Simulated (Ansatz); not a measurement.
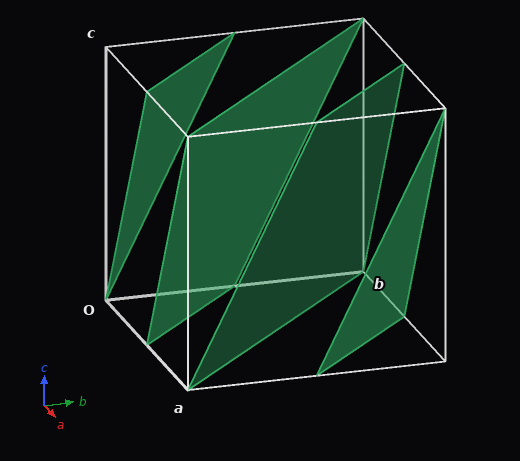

Crystal: Fe, the input geometry of an electronic-structure calculation (not necessarily at equilibrium); the starting structure was generated, so it need not be a known form of this composition. Every member of one family of equally spaced planes, hx + ky + lz = a whole number, that cuts the unit cell is shaded (one member passes through the origin O). All values are computed from the atomic coordinates in the standard setting (tolerance 0.002 Å).

a = 3.375 Å, b = 3.375 Å, c = 3.375 Å, α = 90.00°, β = 90.00°, γ = 90.00°.

Index the planes.

(2 2 −1); the opposite sign names the same planes. The member next to the origin meets the axes a at 1/2, b at 1/2, c at −1.

What is the spacing?

d = 1.125 Å.
